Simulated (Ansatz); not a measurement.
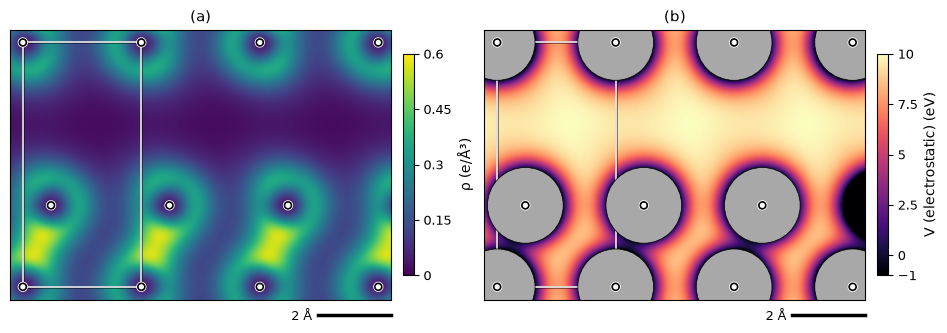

The picture shows: Si. (a) valence pseudo-density; (b) electrostatic potential (local pseudopotential plus Hartree) felt by an electron on the (110) plane of the conventional cell. Circles mark the nuclei in the plane (Si). Grey discs cover the atomic cores in the potential map.

Space group P-3m1; a structure generated by program, which may or may not match a known phase.

Level of theory: Ansatz 0.2.0, DFT PBE+D3(BJ), scalar-relativistic, plane waves, PAW.

Core electrons are frozen (PAW), and the valence fields are smoothed inside the atomic spheres.

Input

```
crystal:
  lattice:
    - [3.8421898961, 0.0, 0.0]
    - [-1.921094948, 3.3274340561, 0.0]
    - [0.0, 0.0, 3.2267774902]
  atoms:
    - { symbol: Si, position: [0.3333333333, 0.6666666667, 0.8811704714] }
    - { symbol: Si, position: [0.6666666667, 0.3333333333, 0.1188295286] }
basis:
  ecutwfc: 420
kpoints:
  mp_grid: { grid: [18, 18, 18] }
  band_path:
    path:
      - [[0.0, 0.0, 0.0], [0.5, 0.0, 0.0], [0.33333333, 0.33333333, 0.0], [0.0, 0.0, 0.0], [0.0, 0.0, 0.5], [0.5, 0.0, 0.5], [0.33333333, 0.33333333, 0.5], [0.0, 0.0, 0.5]]
      - [[0.5, 0.0, 0.5], [0.5, 0.0, 0.0]]
      - [[0.33333333, 0.33333333, 0.5], [0.33333333, 0.33333333, 0.0]]
    npoints: 14
hamiltonian:
  xc: pbe
  dispersion: d3bj
scf:
  occupations: { method: gaussian, width: 0.1 }
  n_extra_bands: 6
output:
  forces: true
  stress: true
  eigenvalues: true
  populations: true
  dos: { projected: true, de: 0.02, nscf_kmesh: { grid: [22, 22, 22] } }
  bader: true
  write_density: true
  write_potential: true
  elf: true
  volumetric_format: npy
```

Run with:

```sh
ansatz run input.yaml --threads 1 --pin off --max-ram 2048MiB --backend cpu --events-out ev --progress --plain --runs-dir out
```

Below, planes, directions and counts refer to the conventional cell (a = 3.84 Å, b = 3.84 Å, c = 3.23 Å, α = 90.00°, β = 90.00°, γ = 120.00°).

What does the map show?

Answer. The plane passes through Si nuclei.
Si–Si (2.35 Å): ρ is about 0.56 e/Å³ halfway.
Between the atoms the lowest density in this plane is 0.02 e/Å³.
Outside the cores the potential energy rises away from the atoms and is highest about 2.5 Å from the nearest atoms; its zero is arbitrary.
